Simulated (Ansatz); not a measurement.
**LaO$_{4}$: density, localisation and related maps**

The calculation's input:

```
crystal:
  lattice:
    - [-2.7764908313, 2.7764908313, 2.7764908313]
    - [2.7764908313, -2.7764908313, 2.7764908313]
    - [2.7764908313, 2.7764908313, -2.7764908313]
  atoms:
    - { symbol: La, position: [0.0, 0.0, 0.0] }
    - { symbol: O, position: [0.0, 0.5, 0.0] }
    - { symbol: O, position: [0.5, 0.5, 0.5] }
    - { symbol: O, position: [0.0, 0.0, 0.5] }
    - { symbol: O, position: [0.5, 0.0, 0.0] }
basis:
  ecutwfc: 420
kpoints:
  mp_grid: { grid: [10, 10, 10] }
  band_path:
    path:
      - [[0.0, 0.0, 0.0], [0.5, -0.5, 0.5], [0.0, 0.0, 0.5], [0.0, 0.0, 0.0], [0.25, 0.25, 0.25], [0.5, -0.5, 0.5]]
      - [[0.25, 0.25, 0.25], [0.0, 0.0, 0.5]]
    npoints: 14
hamiltonian:
  xc: pbe
scf:
  occupations: { method: gaussian, width: 0.1 }
  n_extra_bands: 12
output:
  forces: true
  stress: true
  eigenvalues: true
  populations: true
  dos: { projected: true, de: 0.02, nscf_kmesh: { grid: [12, 12, 12] } }
  bader: true
  write_density: true
  write_potential: true
  elf: true
  volumetric_format: npy
```

Command:

```sh
ansatz run input.yaml --threads 1 --pin off --max-ram 2560MiB --backend cpu --events-out ev --progress --plain --runs-dir out
```

Below, planes, directions and counts refer to the conventional cell (a = 5.55 Å, b = 5.55 Å, c = 5.55 Å, α = 90.00°, β = 90.00°, γ = 90.00°).

Space group Im-3m; a structure generated by program, which may or may not match a known phase; computed without spin polarisation.

All numbers below come from DFT PBE, scalar-relativistic, plane waves, PAW (Ansatz).

The density is the valence pseudo-density of a PAW calculation; it isn't the true density close to the nuclei.

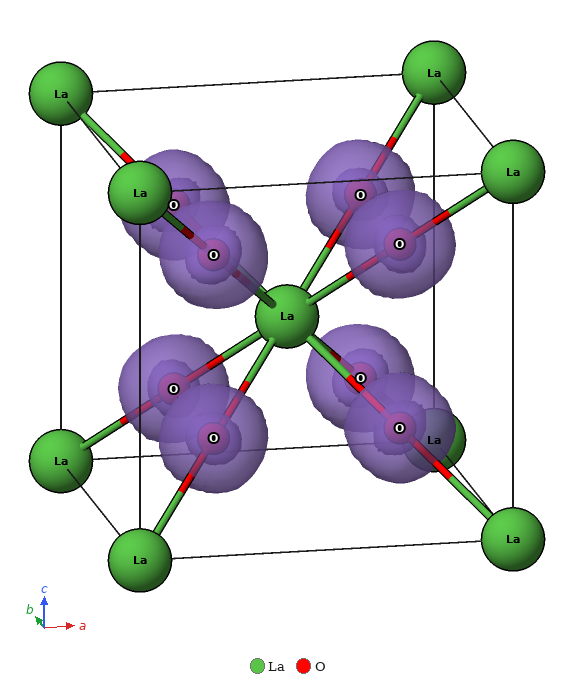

Figure 1. Isosurface of the ELF at 0.75 (purple), seen slightly off an axis. Only the valence region is drawn (cores and ρ < 0.01 e/Å³ removed). Sticks mark near contacts.

### Identify the bonds, lone pairs and shells in this picture.

At this value the surface marks out eight regions wrapped around O (the valence shell of each), counted in one cell of 10 atoms. Any copies at cell faces, edges or corners count once. Along the contacts the grid gives the following. La–O (2.40 Å): the ELF is about 0.25 at the midpoint: no localised pair shows between them.

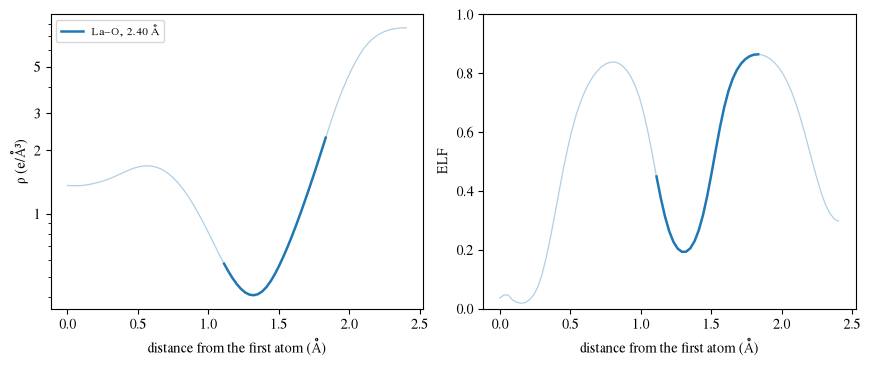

Figure 2. Valence electron density and ELF along straight lines between neighbouring atoms. Thin, pale parts lie inside the atomic spheres.

### What can be read from the curves?

La–O (2.40 Å): the density is about 0.46 e/Å³ at the midpoint, with its minimum of 0.41 e/Å³ about 1.3 Å from La; the ELF is about 0.25 at the midpoint: no shared electron pair shows on this line.

### What Bader charges does the calculation give?

Electrons move from La towards O. Bader charges: La +2.18 and O −0.54 e.

### Metal or insulator at this level of theory?

It is metallic or semimetallic at this level of theory: no gap opens.
